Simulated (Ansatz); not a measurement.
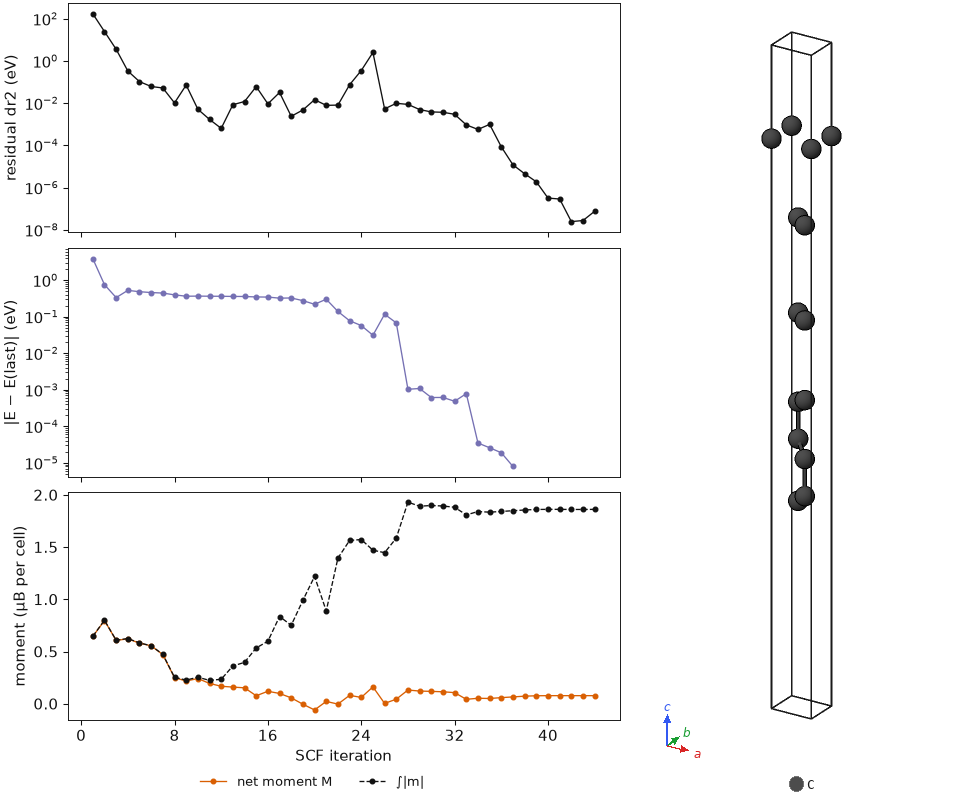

Beside the plot: the structure.

The plot shows the SCF iterations of a calculation: density residual dr2, distance of the Harris–Foulkes energy from its last value, magnetic moments. Energy differences below 3 × 10⁻⁶ eV aren't drawn. dr2 is the charge part; the magnetisation has a residual of its own.

C (slab, 11 atoms in the cell), run with Ansatz.

```
crystal:
  lattice:
    - [2.4988149646, 0.0, 0.0]
    - [-1.2494074823, 2.1640372387, 0.0]
    - [0.0, 0.0, 27.8442861297]
  atoms:
    - { symbol: C, position: [0.3333333333, 0.6666666667, 0.305269094] }
    - { symbol: C, position: [0.6666666667, 0.3333333333, 0.3240382866] }
    - { symbol: C, position: [0.6666666667, 0.3333333333, 0.3799852433] }
    - { symbol: C, position: [0.3333333333, 0.6666666667, 0.3987544359] }
    - { symbol: C, position: [0.3333333333, 0.6666666667, 0.4547013926] }
    - { symbol: C, position: [0.6666666667, 0.3333333333, 0.4687273867] }
    - { symbol: C, position: [0.6666666667, 0.3333333333, 0.5888058114] }
    - { symbol: C, position: [0.3333333333, 0.6666666667, 0.5888714852] }
    - { symbol: C, position: [0.3333333333, 0.6666666667, 0.7322179893] }
    - { symbol: C, position: [0.6666666667, 0.3333333333, 0.7322115821] }
    - { symbol: C, position: [0.0, 0.0, 0.8588343388], spin: 2.0 }
basis:
  ecutwfc: "300 eV"
kpoints:
  mp_grid: { grid: [12, 12, 1] }
hamiltonian:
  xc: pbesol
scf:
  occupations: { method: gaussian, width: 0.05 }
output:
  forces: true
  eigenvalues: true
magnetization:
  spin_polarized: true
efield:
  axis: 3
  dipole_correction: true
  ramp_width: 0.04
```

Launched with:
```bash
ansatz run input.yaml --threads 2 --pin off --max-ram 5120MiB --backend cpu --events-out ev --progress --plain --runs-dir out
```

Did the calculation converge?

Answer. It converged, after 44 iterations. The residual falls unevenly and jumps up by a factor of two or more 10 times on the way down. The program keeps the magnetisation out of the quasi-Newton mixer until iteration 7 and then restarts the mixer with it.

How do the moments develop?

Answer. The net moment goes from 0.6 to 0.1 μB per cell. ∫|m| ends at 1.9 μB, so the local moments cancel.

Is anything amiss with this input?

Answer. The cutoff lies under the one recommended for these potentials, so the energies aren't converged.
